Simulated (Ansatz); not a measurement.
Take the following structure.

```cif
data_structure
_symmetry_space_group_name_H-M 'C m m m'
_symmetry_Int_Tables_number 65
_cell_length_a 5.6044
_cell_length_b 5.8041
_cell_length_c 4.0335
_cell_angle_alpha 90.000
_cell_angle_beta 90.000
_cell_angle_gamma 90.000
_cell_volume 131.20
loop_
_atom_site_label
_atom_site_type_symbol
_atom_site_symmetry_multiplicity
_atom_site_Wyckoff_symbol
_atom_site_fract_x
_atom_site_fract_y
_atom_site_fract_z
_atom_site_occupancy
Ti1 Ti 2 c 0.50000 0.00000 0.50000 1
Ti2 Ti 4 e 0.25000 0.75000 0.00000 1
O1 O 4 f 0.25000 0.75000 0.50000 1
O2 O 2 a 0.50000 0.50000 0.00000 1
```

What does this file describe?

The stoichiometry is TiO. The lattice is base-centred orthorhombic and the space group Cmmm (No. 65). With Z = 6, the cell contains 6 Ti, 6 O. Coordination numbers (contacts within bonding distance): Ti 12 and O 4.

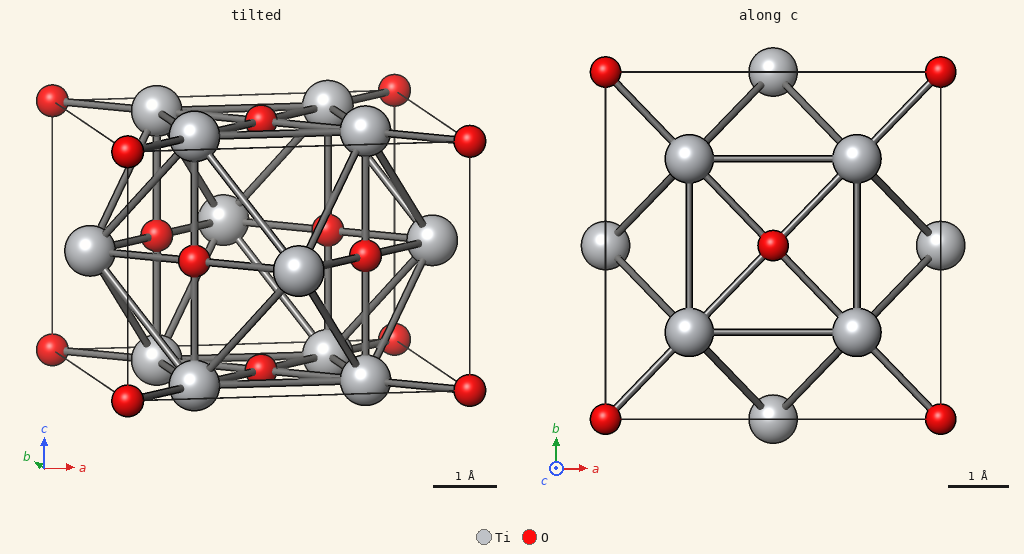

We look at a ball-and-stick model of the crystal slightly off an axis and along the c axis. Atoms at the boundary of the conventional unit cell (the box) are drawn once for each face, edge or corner they touch.

The model was built from a structure listed in the Materials Project. The cell was then strained or its atoms displaced on purpose. An electronic-structure calculation with Ansatz was run on it.
